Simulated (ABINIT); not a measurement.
MgI$_{2}$: oneshot calculation (part 4 of 4)

Continued. System: MgI$_{2}$ (P-3m1, 3 atoms in the cell). Method: Kohn-Sham DFT of a periodic cell, PBE, PseudoDojo NC SR PBE v0.4.1 standard, no spin polarisation (ABINIT 10.8.3); cutoff 1142.88 eV, 5×5×2 k-mesh, fixed occupations. The structure derives from an entry of the Crystallography Open Database.

Geometry of the input (Å; fractional positions):
```
4.1400  0.0000  0.0000
-2.0700  3.5853  0.0000
0.0000  0.0000  6.8800
I  0.6667  0.3333  0.7500
I  0.3333  0.6667  0.2500
Mg 0.0000  0.0000  0.0000
```

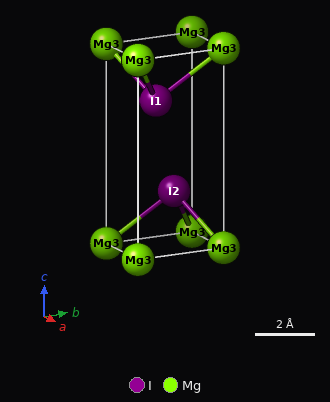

Fig. 1: The structure (ball-and-stick view of the cell of the calculation, seen slightly off an axis; atoms are numbered from 1 in the order of the input). An atom can appear more than once, as a periodic image.

What the program printed, continued:
```
 === QP Band Gaps ===
  >>>> For spin  1
   Minimum direct gap =   4.5526 [eV], located at k-point      :   0.0000  0.0000  0.0000
   Fundamental gap    =   4.5519 [eV], Top of valence bands at :   0.0000  0.0000  0.0000
                                       Bottom of conduction at :   0.4000  0.0000  0.5000

 writing QP data on file : runo_DS3_QPS

 Convergence of QP corrections
 >>>>> For spin  1 <<<<<

== END DATASET(S) ==============================================================
================================================================================

 -outvars: echo values of variables after computation  --------
            acell      1.8897261259E+00  1.8897261259E+00  1.8897261259E+00 Bohr
           etotal1    -8.5386249913E+01
           etotal3     0.0000000000E+00
            fcart1     5.7362580039E-30 -9.9354903080E-30  4.5695961707E-03
                      -2.8681290020E-29 -2.9806470924E-29 -4.5695961707E-03
                       2.2945032016E-29  3.9741961232E-29 -0.0000000000E+00
            fcart3     0.0000000000E+00  0.0000000000E+00  0.0000000000E+00
                       0.0000000000E+00  0.0000000000E+00  0.0000000000E+00
                       0.0000000000E+00  0.0000000000E+00  0.0000000000E+00
            rprim      4.1400000000E+00  0.0000000000E+00  0.0000000000E+00
                      -2.0700000000E+00  3.5853451717E+00  0.0000000000E+00
                       0.0000000000E+00  0.0000000000E+00  6.8800000000E+00
           strten1    -3.1783506086E-05 -3.1783506129E-05 -1.0256746678E-05
                       0.0000000000E+00  0.0000000000E+00  0.0000000000E+00
           strten3     0.0000000000E+00  0.0000000000E+00  0.0000000000E+00
                       0.0000000000E+00  0.0000000000E+00  0.0000000000E+00
           xangst      2.0700000000E+00  1.1951150572E+00  5.1600000000E+00
                       6.9142976050E-18  2.3902301145E+00  1.7200000000E+00
                       0.0000000000E+00  0.0000000000E+00  0.0000000000E+00
             xred      6.6666666667E-01  3.3333333333E-01  7.5000000000E-01
                       3.3333333333E-01  6.6666666667E-01  2.5000000000E-01
                       0.0000000000E+00  0.0000000000E+00  0.0000000000E+00
 Calculation completed.
```

Summary:

```json
{"quantity": "outcome", "value": "converged"}
{"quantity": "space group (tolerance 0.01 Å)", "value": "P-3m1 (164)"}
{"quantity": "electrons treated", "value": "24"}
{"quantity": "quasiparticle gap", "value": "4.55 eV"}
{"quantity": "gap on the k-point mesh", "value": "3.63 eV"}
{"quantity": "wall time", "value": "3.4 min"}
{"quantity": "peak memory", "value": "0.8 GiB"}
```

Notes:

Points of doubt noted for this run: k mesh coarse for many body; libxc hse convention.
